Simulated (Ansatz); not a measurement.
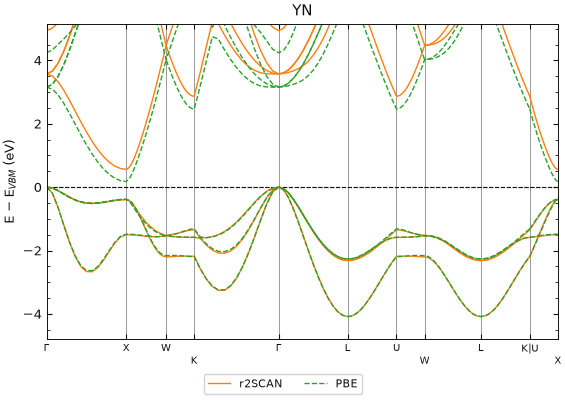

Band structures of rocksalt YN, space group Fm-3m, 2 atoms in the primitive cell (cubic a = 4.877 Å), by two methods on the same cell. Each is counted from its own valence-band top.

What changes from one method to the other?

r2SCAN gives a gap of 0.56 eV along the path and PBE gives a gap of 0.18 eV along the path. Over the top 3 filled bands the two differ by 0.02 eV on average.

Settings. r2SCAN: Ansatz PAW, no spin polarisation, no spin-orbit coupling, 9×9×9 k mesh, 500 eV cutoff, Fermi-Dirac smearing of 0.05 eV (Ansatz 0.2.0). PBE: Ansatz PAW, no spin polarisation, no spin-orbit coupling, 9×9×9 k mesh, 420 eV cutoff, Fermi-Dirac smearing of 0.05 eV (Ansatz).

LDA, GGA and most meta-GGA functionals understate gaps. r2SCAN: the PAW data sets were made with another functional.
